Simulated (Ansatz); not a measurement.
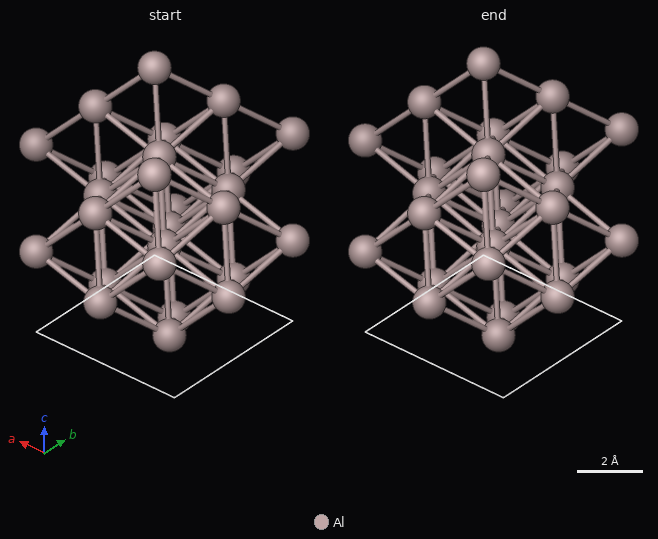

The structure of a slab of composition Al (cut from the Fm-3m phase) before (left) and after (right) a constrained relaxation, at one scale.

The picture is a ball-and-stick view of the cell of the calculation, outlined in the plane, without the vacuum (origin shifted), seen from a free direction.

Case: clean slab, lower half held. The slab is the (1 0 0) face of Al. 8 atoms are held fixed.

Method: DFT PBE+D3(BJ), scalar-relativistic, plane waves, PAW (Ansatz 0.2.0). (plane-wave cutoff 420 eV; k-point mesh 5 × 5 × 1; occupations gaussian; smearing width 0.1 eV; no spin polarisation; dipole correction; atoms relaxed in a fixed cell; force threshold 0.03 eV/Å; at most 70 steps)

Question: Summarise the run.

Answer: After 2 geometry steps the energy has fallen by 98.2 meV per cell of the calculation. The largest force component goes from 0.28 to 0.0037 eV/Å. The largest moves, 0.16 Å, are those of Al atoms. The cell stays as it was. Some distances before and after: Al–Al 2.816 → 2.876 Å.
